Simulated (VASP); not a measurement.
# SiC (Moissanite): time-dependent DFT spectra

Which functionals bind an exciton in SiC (Moissanite)? The cell is of the wurtzite type, one of the forms listed for this formula. The start is a cell from a database of measured crystal structures.

Method: LDA; plane waves and PAW (Si, C), in the first sound run; inputs show where later runs differ, in VASP 6.6.1.

## 1. The starting structure

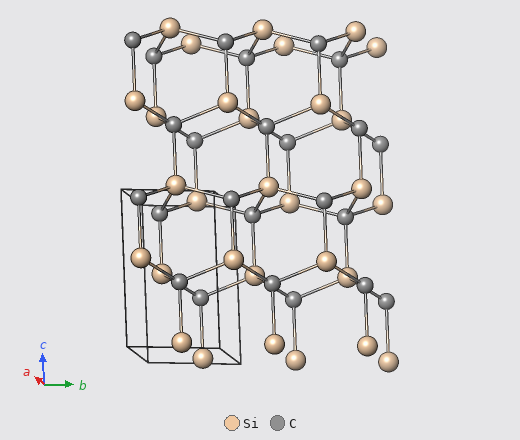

The starting structure, seen from a free direction (silicon light orange, carbon grey). 2×3×2 cells are drawn. Some periodic images of atoms are drawn too.

As a file:

```xyz
4
Lattice="3.0760 0.0000 0.0000 -1.5380 2.6639 0.0000 0.0000 0.0000 5.0480" Properties=species:S:1:pos:R:3 pbc="T T T"
Si    1.5380    0.8880    2.5240
Si    0.0000    1.7759    0.0000
C     1.5380    0.8880    4.4675
C     0.0000    1.7759    1.9435
```

## 2. Relaxation

The atoms are relaxed first inside the given cell, which is kept (ISIF = 2), since band edges depend on the positions.

File INCAR:

```
SYSTEM = SiC
PREC = Accurate
ENCUT = 520
EDIFF = 1E-06
NELM = 100
ISMEAR = 0
SIGMA = 0.05
LREAL = .FALSE.
ALGO = Normal
GGA = CA
NBANDS = 14
LWAVE = .FALSE.
LCHARG = .FALSE.
KPAR = 4
IBRION = 2
NSW = 60
ISIF = 2
EDIFFG = -0.01
```

File POSCAR:

```
SiC
1.0
    3.0760000000      0.0000000000      0.0000000000
   -1.5380000000      2.6638941420      0.0000000000
    0.0000000000      0.0000000000      5.0480000000
Si C
2 2
Direct
    0.6666666667      0.3333333333      0.5000000000
    0.3333333333      0.6666666667      0.0000000000
    0.6666666667      0.3333333333      0.8850000000
    0.3333333333      0.6666666667      0.3850000000
```

File KPOINTS:

```
Automatic mesh
0
Gamma
8 8 4
0 0 0
```

PAW data sets: Si and C (PBE family, release 64).

Run with:

```
> mpirun -np 4 vasp_std
```

The log of the run:

```text
[banner, memory and clock lines left out]
running    4 mpi-ranks, on    1 nodes
 distrk:  each k-point on    1 cores,    4 groups
 distr:  one band on    1 cores,    1 groups

 POSCAR found type information on POSCAR SiC
 POSCAR found :  2 types and       4 ions
|                                                                             |
|               ----> ADVICE to this user running VASP <----                  |
|                                                                             |
|     You enforced a specific xc type in the INCAR file but a different       |
|     [... a line on the potential file left out ...]
|     I HOPE YOU KNOW WHAT YOU ARE DOING!                                     |
|                                                                             |

 LDA part: xc-table for (Slater(with rela. corr.)+CA(PZ))
 , standard interpolation
 POSCAR, INCAR and KPOINTS ok, starting setup
 FFT: planning ... GRIDC
 FFT: planning ... GRID_SOFT
 FFT: planning ... GRID
 WAVECAR not read
 entering main loop
       N       E                     dE             d eps       ncg     rms          rms(c)
DAV:   1     0.257185166039E+02    0.25719E+02   -0.73313E+03   840   0.103E+03
DAV:   2    -0.341252461912E+02   -0.59844E+02   -0.54735E+02  1236   0.170E+02
DAV:   3    -0.369814884668E+02   -0.28562E+01   -0.28412E+01  1116   0.348E+01
DAV:   4    -0.370079233104E+02   -0.26435E-01   -0.26429E-01   978   0.410E+00
DAV:   5    -0.370082608390E+02   -0.33753E-03   -0.33751E-03  1128   0.429E-01    0.117E+01
DAV:   6    -0.332806335845E+02    0.37276E+01   -0.87939E+00  1086   0.182E+01    0.496E+00
DAV:   7    -0.331684121918E+02    0.11222E+00   -0.10453E+00  1152   0.632E+00    0.225E+00
DAV:   8    -0.331304371565E+02    0.37975E-01   -0.65107E-02   972   0.165E+00    0.544E-01
DAV:   9    -0.331262189153E+02    0.42182E-02   -0.79309E-03  1092   0.602E-01    0.113E-01
DAV:  10    -0.331262828042E+02   -0.63889E-04   -0.73256E-04  1014   0.176E-01    0.525E-02
DAV:  11    -0.331262809198E+02    0.18843E-05   -0.23379E-05  1062   0.379E-02    0.196E-02
DAV:  12    -0.331262796989E+02    0.12209E-05   -0.26505E-06   938   0.104E-02    0.588E-03
DAV:  13    -0.331262794822E+02    0.21669E-06   -0.12025E-06   588   0.662E-03
   1 F= -.33126279E+02 E0= -.33126279E+02  d E =-.331263E+02
 curvature:   0.00 expect dE= 0.000E+00 dE for cont linesearch  0.000E+00
 trial: gam= 0.00000 g(F)=  0.106E+00 g(S)=  0.000E+00 ort = 0.000E+00 (trialstep = 0.100E+01)
 search vector abs. value=  0.106E+00
 bond charge predicted
       N       E                     dE             d eps       ncg     rms          rms(c)
DAV:   1    -0.331535425551E+02   -0.27263E-01   -0.70477E+00   864   0.204E+01    0.714E-01
DAV:   2    -0.331538218557E+02   -0.27930E-03   -0.93987E-02  1128   0.226E+00    0.351E-01
DAV:   3    -0.331499538507E+02    0.38680E-02   -0.56310E-03   972   0.666E-01    0.970E-02
DAV:   4    -0.331499883511E+02   -0.34500E-04   -0.20011E-03  1146   0.290E-01    0.587E-02
DAV:   5    -0.331499860666E+02    0.22845E-05   -0.57873E-05   936   0.598E-02    0.383E-02
DAV:   6    -0.331499844699E+02    0.15967E-05   -0.44218E-06  1044   0.157E-02    0.418E-03
DAV:   7    -0.331499838642E+02    0.60562E-06   -0.92442E-07   560   0.838E-03
   2 F= -.33149984E+02 E0= -.33149984E+02  d E =-.237044E-01
 trial-energy change:   -0.023704  1 .order   -0.019009   -0.106423    0.068405
 step:   0.6456(harm=  0.6087)  dis= 0.02313  next Energy=   -33.161896 (dE=-0.356E-01)
 bond charge predicted
       N       E                     dE             d eps       ncg     rms          rms(c)
DAV:   1    -0.331623058967E+02   -0.12321E-01   -0.89575E-01   846   0.734E+00    0.250E-01
DAV:   2    -0.331623904024E+02   -0.84506E-04   -0.12615E-02  1146   0.821E-01    0.127E-01
DAV:   3    -0.331618564211E+02    0.53398E-03   -0.85296E-04   942   0.258E-01    0.275E-02
DAV:   4    -0.331618727442E+02   -0.16323E-04   -0.25507E-04  1116   0.996E-02    0.216E-02
DAV:   5    -0.331618721547E+02    0.58952E-06   -0.38529E-06   912   0.158E-02
   3 F= -.33161872E+02 E0= -.33161872E+02  d E =-.355927E-01
 curvature:  -0.30 expect dE=-0.418E-07 dE for cont linesearch -0.418E-07
 trial: gam=-0.00114 g(F)=  0.139E-06 g(S)=  0.000E+00 ort = 0.121E-03 (trialstep = 0.929E+00)
 search vector abs. value=  0.100E-09
 reached required accuracy - stopping structural energy minimisation
```

Elapsed: 8.8 s, on 4 MPI ranks of Intel Xeon Platinum 8259CL at 2.50GHz (Skylake/Cascade Lake), shared host; peak memory 0.54 GiB; 27 s of CPU time.

The logs omit lines about the potential files and the build; timing stands in the text.

From OUTCAR (step 2):

```text
ion  position               nearest neighbor table
   1  0.667  0.333  0.500-   4 1.87   4 1.87   4 1.87   3 1.94   2 3.09   2 3.09   2 3.09   2 3.09
                             2 3.09   2 3.09
   2  0.333  0.667  0.000-   3 1.87   3 1.87   3 1.87   4 1.94   1 3.09   1 3.09   1 3.09   1 3.09
                             1 3.09   1 3.09
   3  0.667  0.333  0.885-   2 1.87   2 1.87   2 1.87   1 1.94
   4  0.333  0.667  0.385-   1 1.87   1 1.87   1 1.87   2 1.94

  LATTYP: Found a hexagonal cell.
 ALAT       =     3.0760000000
 C/A-ratio  =     1.6410923277

 Subroutine GETGRP returns: Found 12 space group operations
 (whereof  6 operations were pure point group operations)

The static configuration has the point symmetry C_3v.
 The point group associated with its full space group is C_6v.

 Found     30 irreducible k-points:

   k-points           NKPTS =     30   k-points in BZ     NKDIM =     30   number of bands    NBANDS=     14

   dimension x,y,z NGX =    24 NGY =   24 NGZ =   40
   dimension x,y,z NGXF=    48 NGYF=   48 NGZF=   80

   ENCUT  =  520.0 eV  38.22 Ry    6.18 a.u.   5.72  5.72  9.39*2*pi/ulx,y,z

   NELECT =      16.0000    total number of electrons

 k-points in reciprocal lattice and weights: Automatic mesh
   0.00000000  0.00000000  0.00000000       0.004
   0.12500000  0.00000000  0.00000000       0.023
   0.25000000  0.00000000  0.00000000       0.023
   0.37500000 -0.00000000  0.00000000       0.023
   0.50000000  0.00000000  0.00000000       0.012
   0.12500000  0.12500000  0.00000000       0.023
   0.25000000  0.12500000  0.00000000       0.047
   0.37500000  0.12500000  0.00000000       0.047
   0.25000000  0.25000000  0.00000000       0.023
[...]
0.25000000  0.25000000  0.50000000       0.023
   0.37500000  0.25000000  0.50000000       0.023

 average (electrostatic) potential at core
       1 -79.9334       2 -79.9334       3 -44.7820       4 -44.7820

 E-fermi :   8.3191

 k-point     1 :       0.0000    0.0000    0.0000
  band No.  band energies     occupation
    ...
      4       6.7393      2.00000
      5       6.7393      2.00000
      6       7.9517      2.00000
      7       8.0648      2.00000
      8       8.0648      2.00000
      9      12.8353      0.00000
     10      14.2829      0.00000
     11      14.6185      0.00000
     12      14.6185      0.00000
     13      15.7133      0.00000
    ...

 k-point     2 :       0.1250    0.0000    0.0000
  band No.  band energies     occupation
    ...
      4       5.3596      2.00000
      5       6.3024      2.00000
      6       7.1150      2.00000
      7       7.7579      2.00000
      8       7.9050      2.00000
      9      13.1954      0.00000
     10      14.4039      0.00000
     11      14.8852      0.00000
     12      15.1326      0.00000
     13      15.6954      0.00000
    ...

 k-point     3 :       0.2500    0.0000    0.0000
  band No.  band energies     occupation
    ...
      4       2.9295      2.00000
      5       5.1305      2.00000
      6       5.5231      2.00000
      7       7.0346      2.00000
      8       7.4536      2.00000
      9      12.0149      0.00000
     10      13.8268      0.00000
     11      15.2807      0.00000
     12      15.6158      0.00000
     13      16.0295      0.00000
    ...

  Total       -0.6765619     -0.6765619     -0.6602086      0.0000000      0.0000000      0.0000000
  in kB      -26.2056812    -26.2056812    -25.5722601      0.0000000      0.0000000      0.0000000
  external PRESSURE =     -25.9945408 kB  Pullay stress =       0.0000000 kB

  energy-cutoff  :      520.00
  volume of cell :       41.36
      direct lattice vectors                 reciprocal lattice vectors
     3.076000000  0.000000000  0.000000000     0.325097529  0.187695146  0.000000000
    -1.538000000  2.663894142  0.000000000     0.000000000  0.375390292  0.000000000
     0.000000000  0.000000000  5.048000000     0.000000000  0.000000000  0.198098257

 POSITION                                       TOTAL-FORCE (eV/Angst)
 -----------------------------------------------------------------------------------
      1.53800      0.88796      2.54713         0.000000      0.000000      0.000847
     -0.00000      1.77593      0.02313         0.000000      0.000000      0.000847
      1.53800      0.88796      4.44435         0.000000      0.000000     -0.000847
     -0.00000      1.77593      1.92035        -0.000000      0.000000     -0.000847
 -----------------------------------------------------------------------------------
    total drift:                               -0.000000     -0.000000     -0.001219

  FREE ENERGIE OF THE ION-ELECTRON SYSTEM (eV)
  ---------------------------------------------------
  free  energy   TOTEN  =       -33.1618721547 eV

  energy  without entropy=      -33.1618721547  energy(sigma->0) =      -33.16187215

 reached required accuracy - stopping structural energy minimisation

[... 3 further parts left out ...]
```

CONTCAR:

```
SiC
   1.00000000000000
     3.0760000000000001    0.0000000000000000    0.0000000000000000
    -1.5380000000000000    2.6638941420000002    0.0000000000000000
     0.0000000000000000    0.0000000000000000    5.0480000000000000
  Si              C
     2     2
Direct
     0.6666666667000030    0.3333333332999970    0.5045819132290966
     0.3333333332999970    0.6666666667000030    0.0045819132290966
     0.6666666667000030    0.3333333332999970    0.8804180867709014
     0.3333333332999970    0.6666666667000030    0.3804180867709014
```

The PAW data sets were made with PBE, though LDA sets exist; this is a small mismatch. The run keeps the 12 symmetry operations of its start, so it cannot find a distortion of lower symmetry.

Step by step:

| step | energy less that of the first step (eV) | largest force (eV/Å) |
| --- | --- | --- |
| 1 | 0.0000 | 0.7426 |
| 2 | -0.0237 | 0.4773 |
| 3 | -0.0356 | 0.0008 |

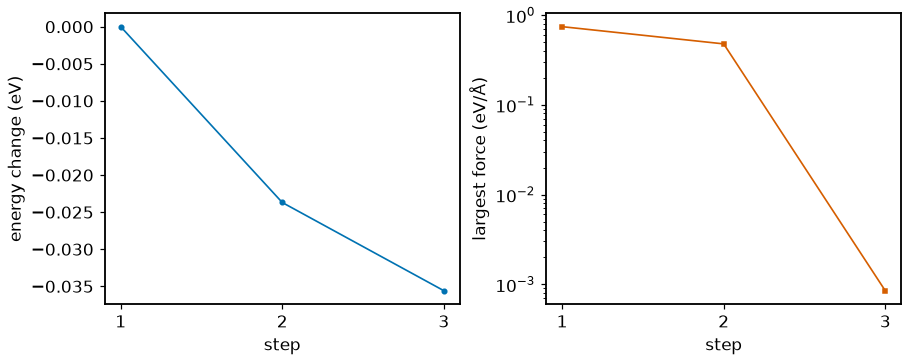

Energy and largest force along the relaxation.

The atoms that moved most (Å):

| atom | dx | dy | dz | length |
| --- | --- | --- | --- | --- |
| C4 | 0.000 | 0.000 | -0.023 | 0.023 |
| Si2 | 0.000 | 0.000 | 0.023 | 0.023 |
| Si1 | 0.000 | 0.000 | 0.023 | 0.023 |
| C3 | 0.000 | 0.000 | -0.023 | 0.023 |

Final coordinates:

```xyz
4
Lattice="3.0760 0.0000 0.0000 -1.5380 2.6639 0.0000 0.0000 0.0000 5.0480" Properties=species:S:1:pos:R:3 pbc="T T T"
Si    1.5380    0.8880    2.5471
Si    0.0000    1.7759    0.0231
C     1.5380    0.8880    4.4444
C     0.0000    1.7759    1.9204
```

This step gave:

```yaml
free_energy_toten: -33.16 eV
fermi_energy: 8.319 eV
pressure: -2.599 GPa
```

At LDA, with these data sets, the largest force is down to 8.5e-4 eV/Å.

## 3. Ground state at LDA

Many-body steps start from the orbitals of a self-consistent run, here LDA. A small SIGMA keeps every occupation at zero or full.

File INCAR:

```
SYSTEM = SiC
PREC = Accurate
ENCUT = 420
EDIFF = 1E-08
NELM = 100
ISMEAR = 0
SIGMA = 0.01
LREAL = .FALSE.
ALGO = Normal
GGA = CA
NBANDS = 14
LORBIT = 11
LWAVE = .TRUE.
LCHARG = .FALSE.
KPAR = 4
```

File POSCAR:

```
SiC
1.0
    3.0760000000      0.0000000000      0.0000000000
   -1.5380000000      2.6638941420      0.0000000000
    0.0000000000      0.0000000000      5.0480000000
Si C
2 2
Direct
    0.6666666667      0.3333333333      0.5045819132
    0.3333333333      0.6666666667      0.0045819132
    0.6666666667      0.3333333333      0.8804180868
    0.3333333333      0.6666666667      0.3804180868
```

File KPOINTS:

```
Automatic mesh
0
Gamma
6 6 4
0 0 0
```

Run with:

```
> mpirun -np 4 vasp_std
```

The log of the run:

```text
[banner, memory and clock lines left out]
running    4 mpi-ranks, on    1 nodes
 distrk:  each k-point on    1 cores,    4 groups
 distr:  one band on    1 cores,    1 groups

 POSCAR found type information on POSCAR SiC
 POSCAR found :  2 types and       4 ions
 [... a notice as in an earlier step ...]

 LDA part: xc-table for (Slater(with rela. corr.)+CA(PZ))
 , standard interpolation
 POSCAR, INCAR and KPOINTS ok, starting setup
 FFT: planning ... GRIDC
 FFT: planning ... GRID_SOFT
 FFT: planning ... GRID
 WAVECAR not read
 entering main loop
       N       E                     dE             d eps       ncg     rms          rms(c)
DAV:   1     0.218460257560E+02    0.21846E+02   -0.63323E+03   588   0.862E+02
DAV:   2    -0.344140241572E+02   -0.56260E+02   -0.51145E+02   822   0.160E+02
DAV:   3    -0.369745554955E+02   -0.25605E+01   -0.25485E+01   792   0.333E+01
DAV:   4    -0.369986864967E+02   -0.24131E-01   -0.24126E-01   666   0.380E+00
DAV:   5    -0.369989962079E+02   -0.30971E-03   -0.30968E-03   792   0.404E-01    0.116E+01
DAV:   6    -0.333100930766E+02    0.36889E+01   -0.86754E+00   744   0.179E+01    0.497E+00
DAV:   7    -0.331946392701E+02    0.11545E+00   -0.10477E+00   786   0.623E+00    0.226E+00
DAV:   8    -0.331567082154E+02    0.37931E-01   -0.65365E-02   690   0.164E+00    0.541E-01
DAV:   9    -0.331524535350E+02    0.42547E-02   -0.80536E-03   726   0.601E-01    0.113E-01
DAV:  10    -0.331525153253E+02   -0.61790E-04   -0.69236E-04   714   0.172E-01    0.520E-02
DAV:  11    -0.331525141811E+02    0.11442E-05   -0.20845E-05   756   0.361E-02    0.192E-02
DAV:  12    -0.331525128779E+02    0.13032E-05   -0.26077E-06   666   0.977E-03    0.540E-03
DAV:  13    -0.331525126843E+02    0.19365E-06   -0.11341E-06   756   0.610E-03    0.127E-03
DAV:  14    -0.331525126905E+02   -0.61882E-08   -0.44859E-08   666   0.153E-03
   1 F= -.33152513E+02 E0= -.33152513E+02  d E =-.136833E-17
 writing wavefunctions
```

Wall time 4.8 s (4 MPI ranks); peak memory 0.49 GiB.

Parts of OUTCAR (step 3):

```text
 Found     21 irreducible k-points:

   k-points           NKPTS =     21   k-points in BZ     NKDIM =     21   number of bands    NBANDS=     14

   dimension x,y,z NGX =    24 NGY =   24 NGZ =   36
   dimension x,y,z NGXF=    48 NGYF=   48 NGZF=   72

   ENCUT  =  420.0 eV  30.87 Ry    5.56 a.u.   5.14  5.14  8.44*2*pi/ulx,y,z

   NELECT =      16.0000    total number of electrons

 E-fermi :   8.1261

 k-point     1 :       0.0000    0.0000    0.0000
  band No.  band energies     occupation
    ...
      4       6.7431      2.00000
      5       6.7431      2.00000
      6       7.9576      2.00000
      7       8.0698      2.00000
      8       8.0698      2.00000
      9      12.8346      0.00000
     10      14.2816      0.00000
     11      14.6194      0.00000
     12      14.6194      0.00000
     13      15.7134      0.00000
    ...

 k-point     2 :       0.1667    0.0000    0.0000
  band No.  band energies     occupation
    ...
      4       4.5648      2.00000
      5       6.0472      2.00000
      6       6.5107      2.00000
      7       7.5910      2.00000
      8       7.7792      2.00000
      9      12.8448      0.00000
     10      14.7705      0.00000
     11      15.0985      0.00000
     12      15.3165      0.00000
     13      15.4044      0.00000
    ...

  Total       -0.8894571     -0.8894571     -0.9015242      0.0000000     -0.0000000      0.0000000
  in kB      -34.4518804    -34.4518804    -34.9192826      0.0000000     -0.0000000      0.0000000
  external PRESSURE =     -34.6076811 kB  Pullay stress =       0.0000000 kB

  energy-cutoff  :      420.00
  volume of cell :       41.36
      direct lattice vectors                 reciprocal lattice vectors
     3.076000000  0.000000000  0.000000000     0.325097529  0.187695146  0.000000000
    -1.538000000  2.663894142  0.000000000     0.000000000  0.375390292  0.000000000
     0.000000000  0.000000000  5.048000000     0.000000000  0.000000000  0.198098257

 POSITION                                       TOTAL-FORCE (eV/Angst)
 -----------------------------------------------------------------------------------
      1.53800      0.88796      2.54713        -0.000000     -0.000000     -0.004688
     -0.00000      1.77593      0.02313         0.000000      0.000000     -0.004688
      1.53800      0.88796      4.44435         0.000000      0.000000      0.004688
     -0.00000      1.77593      1.92035        -0.000000      0.000000      0.004688
 -----------------------------------------------------------------------------------
    total drift:                               -0.000000     -0.000000     -0.000033

  FREE ENERGIE OF THE ION-ELECTRON SYSTEM (eV)
  ---------------------------------------------------
  free  energy   TOTEN  =       -33.1525126905 eV

  energy  without entropy=      -33.1525126905  energy(sigma->0) =      -33.15251269

 total charge
# of ion       s       p       d       tot
------------------------------------------
    1        0.707   0.970   0.000   1.678
    2        0.707   0.970   0.000   1.678
    3        0.824   1.715   0.000   2.539
    4        0.824   1.715   0.000   2.539
--------------------------------------------------
tot          3.062   5.372   0.000   8.434

[... 3 parts as in an earlier step ...]

[... 7 further parts left out ...]
```

The gap is read on the k-mesh alone, so it is an upper bound where the band edges lie off the mesh.

A gap read on the k-mesh alone can miss the band edges.

This step gave:

- free energy (TOTEN): -33.15 eV
- Fermi energy: 8.126 eV
- pressure: -3.461 GPa
- gap on the k-mesh: 2.143 eV
- least direct gap on the k-mesh: 3.884 eV

(Continued in part 2 of 4.)

[Lines on the potential files, build, host, timing and source positions are cut from VASP's logs without a mark.]

[Logs are printed without paths, hosts, clocks, repeated set-up lines and the standing remarks that a program may print on its own settings, such as how far it seeks lower states.]

[Hosts, paths, dates, database ids (printed as entryN), source tags and the programs' standing remarks are cut or masked in the printed files.]

[Pressures printed for these runs are not shown converged in the cutoff: they can be off by several GPa and have the wrong sign.]
